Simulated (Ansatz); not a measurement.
```cif
data_structure
_symmetry_space_group_name_H-M 'P 1'
_symmetry_Int_Tables_number 1
_cell_length_a 4.6737
_cell_length_b 4.6737
_cell_length_c 4.6737
_cell_angle_alpha 90.000
_cell_angle_beta 90.000
_cell_angle_gamma 90.000
_cell_volume 102.09
loop_
_atom_site_label
_atom_site_type_symbol
_atom_site_fract_x
_atom_site_fract_y
_atom_site_fract_z
_atom_site_occupancy
Sr1 Sr 0.00000 0.00000 0.00000 1
Sr2 Sr 0.50000 0.50000 0.50000 1
```

Space group Im-3m.

Level of theory: Ansatz, DFT PBEsol, scalar-relativistic, plane waves, PAW.

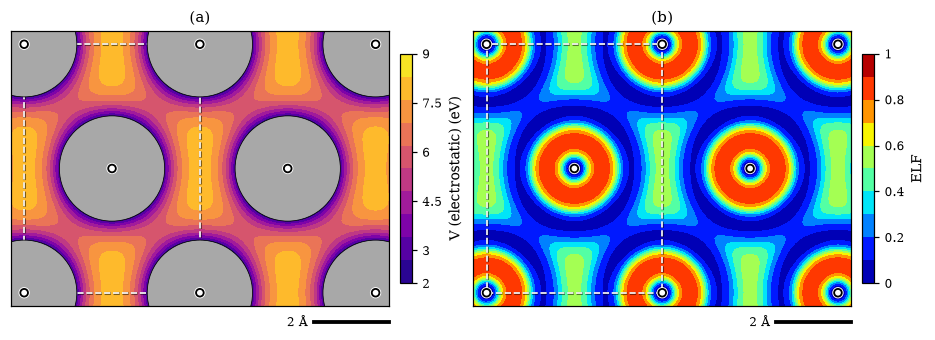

Sr. (a) electrostatic potential (local pseudopotential plus Hartree) felt by an electron; (b) electron localisation function on the (101) plane of the conventional cell. Circles mark the nuclei in the plane (Sr). Grey discs cover the atomic cores in the potential map.

Core electrons are frozen (PAW), and the valence fields are smoothed inside the atomic spheres.

### Read the bonding off the picture.

The plane passes through Sr nuclei. Sr–Sr (4.05 Å): the ELF is about 0.20 at the midpoint; no localised pair shows between them. The features right at Sr lie inside the PAW spheres, where the map follows smoothed inner orbitals and isn't to be read closely. Outside the cores the potential energy rises away from the atoms and is highest about 2.4 Å from the nearest atoms; its zero is arbitrary.

### Does the calculation make it a metal, or give it a gap?

It is gapless in this calculation (a metal or semimetal).
